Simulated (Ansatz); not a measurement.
**TiO$_{2}$ (slab): density, localisation and related maps**

```cif
data_structure
_symmetry_space_group_name_H-M 'P 1'
_symmetry_Int_Tables_number 1
_cell_length_a 2.9392
_cell_length_b 4.5909
_cell_length_c 25.9776
_cell_angle_alpha 90.000
_cell_angle_beta 90.000
_cell_angle_gamma 90.000
_cell_volume 350.53
loop_
_atom_site_label
_atom_site_type_symbol
_atom_site_fract_x
_atom_site_fract_y
_atom_site_fract_z
_atom_site_occupancy
O1 O 0.50000 0.12805 0.28683 1
Ti1 Ti 0.00000 0.02111 0.32465 1
O2 O 0.50000 0.76258 0.35490 1
O3 O 0.00000 0.28535 0.37757 1
Ti2 Ti 0.50000 0.50943 0.41082 1
O4 O 0.00000 0.69414 0.44499 1
O5 O 0.50000 0.19477 0.46584 1
Ti3 Ti 0.00000 0.00000 0.50000 1
O6 O 0.50000 0.80523 0.53416 1
O7 O 0.00000 0.30586 0.55501 1
Ti4 Ti 0.50000 0.49057 0.58918 1
O8 O 0.00000 0.71465 0.62243 1
O9 O 0.50000 0.23742 0.64510 1
Ti5 Ti 0.00000 0.97889 0.67535 1
O10 O 0.50000 0.87195 0.71317 1
```

Computed without spin polarisation.

Level of theory: DFT PBEsol, scalar-relativistic, plane waves, PAW (Ansatz 0.2.0).

The density is the valence pseudo-density of a PAW calculation; it isn't the true density close to the nuclei.

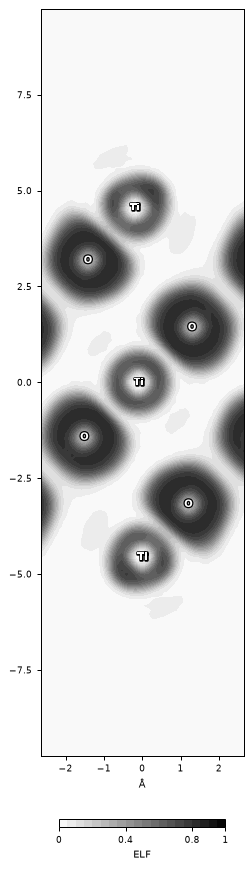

Figure 1. Electron localisation function on the (100) plane of the calculation cell, a cut from vacuum to vacuum.

Q: Read the bonding off the picture.

A:
- The section cuts through Ti and O sites.
- Ti–O (1.83 Å): the ELF peaks at about 0.80 in the valence shell of O, 0.6 Å from its nucleus, and is about 0.25 at the midpoint; no localised pair shows between them.
- Ti–O (2.00 Å): the ELF peaks at about 0.85 in the valence shell of O, 0.6 Å from its nucleus, and is about 0.20 at the midpoint: no localised pair shows between them.
- The features right at Ti lie inside the PAW spheres, where the map follows smoothed inner orbitals and isn't to be read closely.

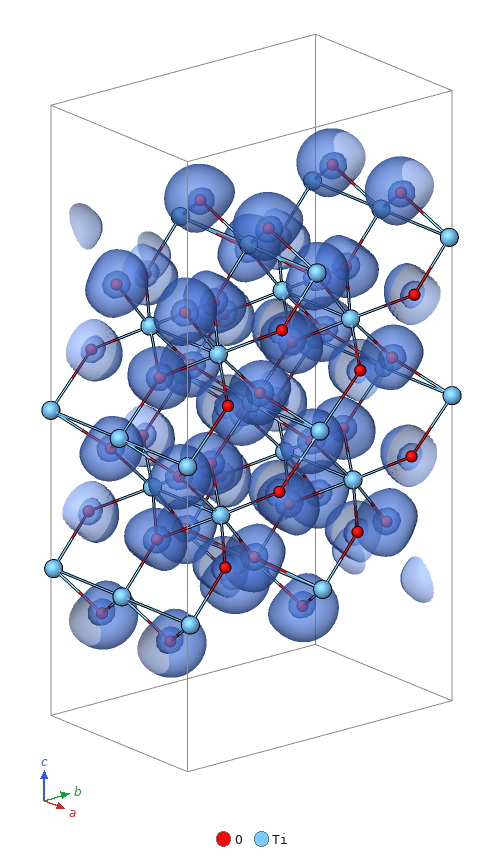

Figure 2. Isosurface of the electron localisation function at 0.7 (blue), seen at an oblique angle. Core shells and regions of very low density are left out. Sticks mark near contacts.

Q: Identify the bonds, lone pairs and shells in this picture.

A: The ELF exceeds this value in ten regions wrapped around O (the valence shell of each), counted in one cell of 15 atoms. Counts are for one cell; the picture repeats the cell along the surface. Along the contacts the grid gives the following. Ti–Ti (2.94 Å): the ELF is about 0.25 at the midpoint; no localised pair shows between them.

Q: Does the calculation give a band gap?

A: It is gapped, with a Kohn–Sham gap of 2.1 eV on the k-point mesh, an upper bound to the gap of this method.
